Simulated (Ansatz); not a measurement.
V$_{2}$N$_{3}$: geometry relaxation (part 1 of 2)

V$_{2}$N$_{3}$ (5 atoms in the cell), computed with DFT PBEsol, scalar-relativistic, plane waves, PAW, no spin polarisation (Ansatz 0.2.0).

The structure derives from a Materials Project entry. Figures and captions count atoms from 1; the log counts them from 0 in places.

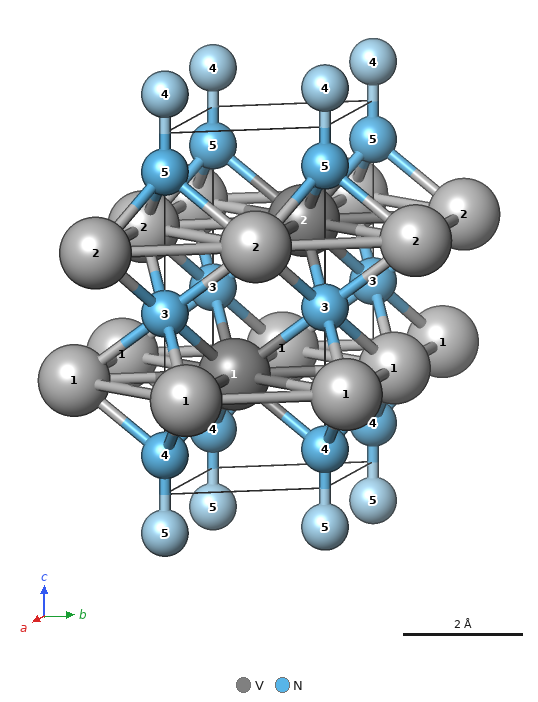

Figure 1. The structure as given in the input (ball-and-stick view of the cell of the calculation, seen slightly off an axis; neighbours outside the cell are drawn fainter; atoms are numbered from 1 in the order of the input). An atom can appear more than once, as a periodic image.

Input:
```yaml
crystal:
  lattice:
    - [2.7803734362, 0.0, 0.0]
    - [-1.3901867181, 2.4078740278, 0.0]
    - [0.0, 0.0, 6.197924459]
  atoms:
    - { symbol: V, position: [0.6666666667, 0.3333333333, 0.3020533447] }
    - { symbol: V, position: [0.3333333333, 0.6666666667, 0.6979466553] }
    - { symbol: "N", position: [0.0, 0.0, 0.5] }
    - { symbol: "N", position: [0.0, 0.0, 0.1074274139] }
    - { symbol: "N", position: [0.0, 0.0, 0.8925725861] }
basis:
  ecutwfc: 420
kpoints:
  mp_grid: { grid: [12, 12, 6] }
hamiltonian:
  xc: pbesol
scf:
  occupations: { method: gaussian, width: 0.1 }
output:
  forces: true
  stress: true
  eigenvalues: true
  write_density: true
  write_potential: true
  elf: true
  volumetric_format: npy
relax:
  adjacent_minimum: "off"
  f_tol: 0.005
  max_steps: 80
  cell: { stress_tol: 0.05 }
```

Run as:
```bash
ansatz run input.yaml --threads 2 --pin off --max-ram 5120MiB --backend cpu --events-out ev --progress --plain --runs-dir out
```

What the program printed:
```
Engine: ansatz 0.2.0, x86_64-unknown-linux-gnu
Pseudopotentials: kind: paw
Pseudopotential: V, paw, valence charge 13, recommended cutoff 420 eV (normal), V.paw.azcp
Pseudopotential: N, paw, valence charge 5, recommended cutoff 420 eV (normal), N.paw.azcp
Functional definition: PBEsol
  exchange = pbesol_x
  correlation = pbesol_c
Crystal: 5 atoms, lattice volume = 41.494 Å³
Basis set: ecut = 420 eV, 813 PW (Γ), exchange–correlation on 40×40×90 points (8 copies of the dense FFT grid, shifted against one another)
Bands: 26, of which v1, the nominal top of the filled ones, is band 21 counted from 1 (20 counted from 0)
Symmetry: 12 space group operations
Space group: P-3m1 (ITA 164), of the structure as read, at distance tolerance 3.5e-5 Å
k-points: 100 of 864
Non-local potential: V, projectors of the file, l = 0: 3, l = 1: 2, l = 2: 3, l = 3: 1
Non-local potential: N, projectors of the file, l = 0: 2, l = 1: 2, l = 2: 1
PAW form: soft (Blöchl's): semilocal exchange-correlation on the pseudo side does not see the compensation charge
PAW frozen core: V, regenerated for the run's functional, and the local potential with it (the file was generated under x = pbe(κ = 0.804, μ = 0.2195149727645171), c = pbe(β = 0.06672455060314922))
PAW frozen core: N, regenerated for the run's functional, and the local potential with it (the file was generated under x = pbe(κ = 0.804, μ = 0.2195149727645171), c = pbe(β = 0.06672455060314922))
PAW one-centre angular grid: V, 590 points (default); XC on 64 Gauss nodes
PAW one-centre angular grid: N, 110 points (default); XC on 64 Gauss nodes
Initial density: superposition of atomic densities (neutral atoms: chi_scale 0, normalization atom), corrected by the library's trained network
Initial wavefunctions: pseudopotential atomic-orbital guess
Functional: x = pbesol(κ = 0.804, μ = 0.12345679012345678), c = pbesol(β = 0.046)
SCF iter   1: F=—  HF=-6910.883053 eV  |F-HF|=—  |Δ(HF+E_count)|=         —  Δρ=2.02e-2  dr2=1.64e-1  ethr=1.77e-3  ⟨swp⟩=5.2  Hψ=9987  notcnv=0
preconditioner: auto → Kerker (q_TF=auto, 2.723 Å⁻¹)  [metal: Δε(μ)=0.037 eV  Ē_g=9.210 eV  σ=0.100 eV  W_gap=0.20  n_scr=10 (ndim 8)  ℏωp=28.8 eV  f_vac=0.000  D(μ)=1.91/eV (n_scr^D=22)]
SCF iter   2: F=—  HF=-6910.856527 eV  |F-HF|=—  |Δ(HF+E_count)|=   2.65e-2  Δρ=9.60e-3  dr2=4.82e-2  ethr=3.99e-4  ⟨swp⟩=2.0  Hψ=3816  notcnv=0  defer=80
SCF iter   3: F=—  HF=-6910.848562 eV  |F-HF|=—  |Δ(HF+E_count)|=   7.97e-3  Δρ=2.11e-3  dr2=6.30e-3  ethr=1.18e-4  ⟨swp⟩=2.1  Hψ=3090  notcnv=0  defer=80
SCF iter   4: F=—  HF=-6910.847366 eV  |F-HF|=—  |Δ(HF+E_count)|=   1.20e-3  Δρ=6.25e-4  dr2=6.82e-4  ethr=1.54e-5  ⟨swp⟩=2.0  Hψ=3125  notcnv=0  defer=80
SCF iter   5: F=—  HF=-6910.847268 eV  |F-HF|=—  |Δ(HF+E_count)|=   9.78e-5  Δρ=3.01e-4  dr2=3.28e-5  ethr=1.66e-6  ⟨swp⟩=2.0  Hψ=3240  notcnv=0  defer=80
SCF iter   6: F=—  HF=-6910.847229 eV  |F-HF|=—  |Δ(HF+E_count)|=   3.87e-5  Δρ=8.37e-5  dr2=4.26e-6  ethr=8.01e-8  ⟨swp⟩=2.0  Hψ=3638  notcnv=0  defer=80
SCF iter   7: F=—  HF=-6910.847229 eV  |F-HF|=—  |Δ(HF+E_count)|=   2.89e-7  Δρ=2.05e-5  dr2=1.32e-7  ethr=1.04e-8  ⟨swp⟩=2.0  Hψ=3683  notcnv=0  defer=80
SCF iter   8: F=-6910.847229 eV  HF=-6910.847229 eV  |F-HF|=7.82e-9  |Δ(HF+E_count)|=   3.01e-8  Δρ=5.65e-6  dr2=1.53e-8  ethr=2.44e-10  ⟨swp⟩=12.2  Hψ=16979  notcnv=0
SCF 1 converged in 8 iterations: F = -6910.847229 eV  dr2 = 1.53e-8
  greatest PAW one-centre occupation: 1.000 electrons in one spin orbital (limit 2), on the V atom at site 1 (counted from 0), in its partial waves of l = 0
relax step   1: F+E_penalty+E_count = -6910.84722868 eV  Δ(F+E_penalty+E_count) = +0.000e0 eV  max|allowed force component| = 1.324e-2 eV/Å  Δτ_max = 0.0000 Å  P = -0.224 GPa  Ω = 41.494 Å³  (8 SCF iters, dr2 threshold 1.00e-7 eV, accepted)
Crystal: 5 atoms, lattice volume = 41.473 Å³
Initial density: handed on by an earlier stage of this run
Initial wavefunctions: those handed on with the density
iter 1 solved again at ethr=1.06e-7 eV; its pass at ethr=3.10e-3 eV (dr2=4.35e-5 eV) is discarded
SCF iter   1: F=—  HF=-6910.847359 eV  |F-HF|=—  |Δ(HF+E_count)|=         —  Δρ=1.68e-4  dr2=3.73e-5  ethr=1.06e-7  ⟨swp⟩=1.2  Hψ=12511  notcnv=0
preconditioner: auto → Kerker (q_TF=auto, 2.723 Å⁻¹)  [metal: Δε(μ)=0.040 eV  Ē_g=9.211 eV  σ=0.100 eV  W_gap=0.22  n_scr=10 (ndim 8)  ℏωp=28.8 eV  f_vac=0.000  D(μ)=2.00/eV (n_scr^D=22)]
SCF iter   2: F=—  HF=-6910.847351 eV  |F-HF|=—  |Δ(HF+E_count)|=   7.28e-6  Δρ=6.78e-5  dr2=1.13e-5  ethr=9.09e-8  ⟨swp⟩=1.1  Hψ=2613  notcnv=0
SCF iter   3: F=—  HF=-6910.847350 eV  |F-HF|=—  |Δ(HF+E_count)|=   1.62e-6  Δρ=2.54e-5  dr2=1.78e-6  ethr=2.75e-8  ⟨swp⟩=2.0  Hψ=2819  notcnv=0
iter 4 did not close the SCF: its close was put off for the readings that it lacked (scf_convergence_deferred on its scf_iter line)
SCF iter   4: F=-6910.847349 eV  HF=-6910.847349 eV  |F-HF|=1.63e-8  |Δ(HF+E_count)|=   3.88e-7  Δρ=1.06e-5  dr2=5.04e-8  ethr=4.33e-9  ⟨swp⟩=2.0  Hψ=3092  notcnv=0
iter 5 did not close the SCF: its close was put off for the readings that it lacked (scf_convergence_deferred on its scf_iter line)
SCF iter   5: F=-6910.847349 eV  HF=-6910.847349 eV  |F-HF|=3.21e-9  |Δ(HF+E_count)|=   8.22e-9  Δρ=3.46e-6  dr2=5.76e-9  ethr=1.23e-10  ⟨swp⟩=2.0  Hψ=3847  notcnv=0
SCF iter   6: F=-6910.847349 eV  HF=-6910.847349 eV  |F-HF|=2.27e-11  |Δ(HF+E_count)|=  2.46e-10  Δρ=8.14e-7  dr2=1.79e-10  ethr=1.41e-11  ⟨swp⟩=5.5  Hψ=13268  notcnv=0
SCF 2 converged in 6 iterations: F = -6910.847349 eV  dr2 = 1.79e-10
relax step   2: F+E_penalty+E_count = -6910.84734928 eV  Δ(F+E_penalty+E_count) = -1.206e-4 eV  max|allowed force component| = 3.544e-3 eV/Å  Δτ_max = 0.0002 Å  P = -0.081 GPa  Ω = 41.473 Å³  energy of the carried Pulay correction = +9.744e-5 eV  (6 SCF iters, dr2 threshold 1.52e-7 eV, accepted)
Crystal: 5 atoms, lattice volume = 41.463 Å³
iter 1 solved again at ethr=2.18e-8 eV; its pass at ethr=3.10e-3 eV (dr2=8.93e-6 eV) is discarded
SCF iter   1: F=—  HF=-6910.847403 eV  |F-HF|=—  |Δ(HF+E_count)|=         —  Δρ=8.25e-5  dr2=7.69e-6  ethr=2.18e-8  ⟨swp⟩=1.1  Hψ=12526  notcnv=0
preconditioner: auto → Kerker (q_TF=auto, 2.723 Å⁻¹)  [metal: Δε(μ)=0.040 eV  Ē_g=9.213 eV  σ=0.100 eV  W_gap=0.22  n_scr=10 (ndim 8)  ℏωp=28.8 eV  f_vac=0.000  D(μ)=2.00/eV (n_scr^D=22)]
SCF iter   2: F=—  HF=-6910.847399 eV  |F-HF|=—  |Δ(HF+E_count)|=   4.59e-6  Δρ=3.45e-5  dr2=2.45e-6  ethr=1.88e-8  ⟨swp⟩=1.4  Hψ=2641  notcnv=0
SCF iter   3: F=—  HF=-6910.847398 eV  |F-HF|=—  |Δ(HF+E_count)|=   3.77e-7  Δρ=1.21e-5  dr2=4.14e-7  ethr=5.98e-9  ⟨swp⟩=2.0  Hψ=2853  notcnv=0
iter 4 did not close the SCF: its close was put off for the readings that it lacked (scf_convergence_deferred on its scf_iter line)
SCF iter   4: F=-6910.847398 eV  HF=-6910.847398 eV  |F-HF|=2.29e-9  |Δ(HF+E_count)|=   9.03e-8  Δρ=4.97e-6  dr2=8.95e-9  ethr=1.01e-9  ⟨swp⟩=2.0  Hψ=3140  notcnv=0
iter 5 did not close the SCF: its close was put off for the readings that it lacked (scf_convergence_deferred on its scf_iter line)
SCF iter   5: F=-6910.847398 eV  HF=-6910.847398 eV  |F-HF|=6.16e-10  |Δ(HF+E_count)|=   1.27e-9  Δρ=1.36e-6  dr2=1.12e-9  ethr=2.18e-11  ⟨swp⟩=2.0  Hψ=3817  notcnv=0
SCF iter   6: F=-6910.847398 eV  HF=-6910.847398 eV  |F-HF|=7.28e-12  |Δ(HF+E_count)|=  2.55e-11  Δρ=3.59e-7  dr2=5.13e-11  ethr=2.74e-12  ⟨swp⟩=4.8  Hψ=12280  notcnv=0
SCF 3 converged in 6 iterations: F = -6910.847398 eV  dr2 = 5.13e-11
relax step   3: F+E_penalty+E_count = -6910.84739825 eV  Δ(F+E_penalty+E_count) = -4.897e-5 eV  max|allowed force component| = 1.046e-3 eV/Å  Δτ_max = 0.0001 Å  P = +0.007 GPa  Ω = 41.463 Å³  energy of the carried Pulay correction = +1.432e-4 eV  (6 SCF iters, dr2 threshold 4.54e-8 eV, accepted)
Initial wavefunctions: pseudopotential atomic-orbital guess (no wavefunctions were taken with the density)
iter 1 solved again at ethr=4.51e-8 eV; its pass at ethr=3.10e-3 eV (dr2=1.85e-5 eV) is discarded
SCF iter   1: F=—  HF=-6910.847210 eV  |F-HF|=—  |Δ(HF+E_count)|=         —  Δρ=7.72e-6  dr2=5.58e-9  ethr=4.51e-8  ⟨swp⟩=4.0  Hψ=17563  notcnv=0
SCF iter   2: F=—  HF=-6910.847204 eV  |F-HF|=—  |Δ(HF+E_count)|=   6.18e-6  Δρ=3.86e-6  dr2=9.19e-10  ethr=1.36e-11  ⟨swp⟩=3.0  Hψ=5208  notcnv=0
SCF iter   3: F=—  HF=-6910.847204 eV  |F-HF|=—  |Δ(HF+E_count)|=   1.18e-9  Δρ=1.50e-6  dr2=1.75e-10  ethr=2.24e-12  ⟨swp⟩=1.1  Hψ=2661  notcnv=0
iter 4 did not close the SCF: its close was put off for the readings that it lacked (scf_convergence_deferred on its scf_iter line)
SCF iter   4: F=-6910.847204 eV  HF=-6910.847204 eV  |F-HF|=3.64e-12  |Δ(HF+E_count)|=  1.91e-10  Δρ=1.21e-7  dr2=6.31e-12  ethr=1.00e-12  ⟨swp⟩=1.9  Hψ=2990  notcnv=0
iter 5 did not close the SCF: its close was put off for the readings that it lacked (scf_convergence_deferred on its scf_iter line)
SCF iter   5: F=-6910.847204 eV  HF=-6910.847204 eV  |F-HF|=0.00e0  |Δ(HF+E_count)|=  9.09e-13  Δρ=4.60e-8  dr2=1.98e-12  ethr=1.00e-12  ⟨swp⟩=1.0  Hψ=2600  notcnv=0
iter 6 did not close the SCF: its close was put off for the readings that it lacked (scf_convergence_deferred on its scf_iter line)
SCF iter   6: F=-6910.847204 eV  HF=-6910.847204 eV  |F-HF|=2.73e-12  |Δ(HF+E_count)|=  9.09e-13  Δρ=1.96e-8  dr2=3.37e-13  ethr=1.00e-12  ⟨swp⟩=1.0  Hψ=2600  notcnv=0
iter 7 did not close the SCF: its close was put off for the readings that it lacked (scf_convergence_deferred on its scf_iter line)
SCF iter   7: F=-6910.847204 eV  HF=-6910.847204 eV  |F-HF|=0.00e0  |Δ(HF+E_count)|=  9.09e-13  Δρ=1.10e-8  dr2=9.88e-14  ethr=1.00e-12  ⟨swp⟩=1.0  Hψ=2600  notcnv=0
SCF iter   8: F=-6910.847204 eV  HF=-6910.847204 eV  |F-HF|=0.00e0  |Δ(HF+E_count)|=    0.00e0  Δρ=3.44e-9  dr2=4.68e-15  ethr=1.00e-12  ⟨swp⟩=3.0  Hψ=8077  notcnv=0
SCF 4 converged in 8 iterations: F = -6910.847204 eV  dr2 = 4.68e-15
relax step   4: F+E_penalty+E_count = -6910.84720380 eV  Δ(F+E_penalty+E_count) = +1.944e-4 eV  max|allowed force component| = 1.072e-3 eV/Å  Δτ_max = 0.0000 Å  P = +0.002 GPa  Ω = 41.463 Å³  stress off target by 8.63e-2 GPa  SCF on the basis re-selected at this cell (its energy is not comparable with the rows above)  (8 SCF iters)
basis re-selected at this cell: Δ(F+E_penalty+E_count) = +1.944e-4 eV, ΔP = -0.005 GPa vs the last step (what re-selecting the basis moved, of the pressure what is left beyond the Pulay correction that the steps carried, after the strain that the cell walked since its last selection, with what the two solves' SCF thresholds leave and, on support functions, any second-order correction that the steps lacked; it is no measure of the basis error at this ecutwfc). This SCF's stress stands 8.63e-2 GPa from its target on what of the cell is left free (relax.cell.stress_tol is 5.00e-2 GPa) and its largest allowed force component is 1.07e-3 eV/Å (relax.f_tol is 5.00e-3 eV/Å): not within both, so this SCF does not close the relaxation
Crystal: 5 atoms, lattice volume = 41.466 Å³
iter 1 solved again at ethr=7.10e-10 eV; its pass at ethr=3.10e-3 eV (dr2=2.91e-7 eV) is discarded
SCF iter   1: F=—  HF=-6910.847193 eV  |F-HF|=—  |Δ(HF+E_count)|=         —  Δρ=2.71e-5  dr2=2.88e-7  ethr=7.10e-10  ⟨swp⟩=3.0  Hψ=15236  notcnv=0
SCF iter   2: F=—  HF=-6910.847189 eV  |F-HF|=—  |Δ(HF+E_count)|=   3.84e-6  Δρ=1.56e-5  dr2=1.05e-7  ethr=7.02e-10  ⟨swp⟩=1.0  Hψ=2600  notcnv=0
iter 3 did not close the SCF: its close was put off for the readings that it lacked (scf_convergence_deferred on its scf_iter line)
SCF iter   3: F=-6910.847189 eV  HF=-6910.847189 eV  |F-HF|=3.51e-9  |Δ(HF+E_count)|=   3.37e-8  Δρ=3.04e-6  dr2=5.94e-9  ethr=2.57e-10  ⟨swp⟩=2.0  Hψ=3443  notcnv=0
iter 4 did not close the SCF: its close was put off for the readings that it lacked (scf_convergence_deferred on its scf_iter line)
SCF iter   4: F=-6910.847189 eV  HF=-6910.847189 eV  |F-HF|=1.35e-10  |Δ(HF+E_count)|=   1.70e-9  Δρ=1.09e-6  dr2=3.54e-10  ethr=1.45e-11  ⟨swp⟩=2.0  Hψ=3468  notcnv=0
iter 5 did not close the SCF: its close was put off for the readings that it lacked (scf_convergence_deferred on its scf_iter line)
SCF iter   5: F=-6910.847189 eV  HF=-6910.847189 eV  |F-HF|=1.27e-11  |Δ(HF+E_count)|=  3.91e-11  Δρ=3.05e-7  dr2=3.58e-11  ethr=1.00e-12  ⟨swp⟩=2.0  Hψ=3694  notcnv=0
SCF iter   6: F=-6910.847189 eV  HF=-6910.847189 eV  |F-HF|=1.82e-12  |Δ(HF+E_count)|=  9.09e-13  Δρ=9.45e-8  dr2=3.63e-12  ethr=1.00e-12  ⟨swp⟩=4.3  Hψ=11015  notcnv=0
SCF 5 converged in 6 iterations: F = -6910.847189 eV  dr2 = 3.63e-12
relax step   5: F+E_penalty+E_count = -6910.84718943 eV  Δ(F+E_penalty+E_count) = +1.438e-5 eV  max|allowed force component| = 9.236e-4 eV/Å  Δτ_max = 0.0001 Å  P = +0.000 GPa  Ω = 41.466 Å³  energy of the carried Pulay correction = -1.676e-5 eV  (6 SCF iters, accepted)
iter 1 solved again at ethr=4.43e-8 eV; its pass at ethr=3.10e-3 eV (dr2=1.82e-5 eV) is discarded
```
